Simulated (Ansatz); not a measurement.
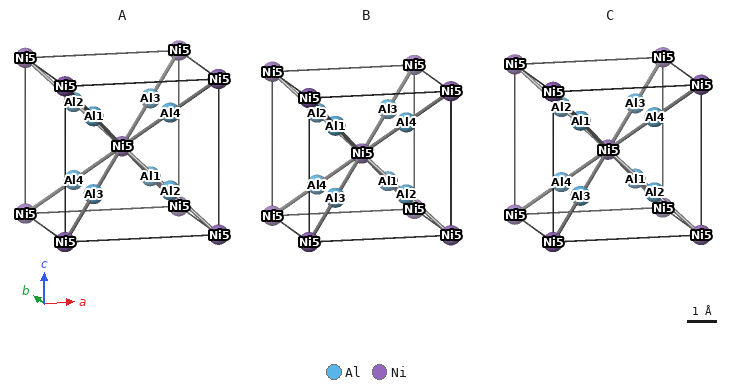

3 geometries from one relaxation of crystalline Al$_{4}$Ni (a generated structure, set up in Im-3m) (coarse preliminary run), in shuffled order. The picture is a ball-and-stick view of the conventional cell (2 times the calculation's cell), seen slightly off an axis. Lengths and directions refer to the drawn axes.

Theory: DFT PBE, scalar-relativistic, plane waves, PAW in Ansatz 0.2.0. Settings: plane-wave cutoff 420 eV; k-point mesh 6 × 6 × 6; occupations gaussian; smearing width 0.1 eV; collinear spin; cell and atoms relaxed; force threshold 0.04 eV/Å; at most 70 steps.

Q: Order the frames from highest to lowest energy.

A: B, C, A. They are steps 0, 1, 6, at +309 meV per atom, +61.6 meV per atom relative to the last. The atoms keep their places relative to the cell (all moves are under 0.005 Å). Cell: a = b = c 5.179 → 5.600 Å (+8.1 %). Volume +26.4 %. Some distances before and after: Al1–Ni5 2.242 → 2.425 Å. The space group stays Im-3m (No. 229). The energy falls by 309 meV per atom in 4 accepted moves (6 points after the start). All forces vanish by symmetry, so only the cell relaxes. The pressure goes from 32.99 to 0.04 GPa. The SCF was repeated twice at an unchanged geometry on a basis and grid sized afresh for the cell, which shifted the energy by 5.2 meV per atom at most. The program noted that the starting moments weren't kept.
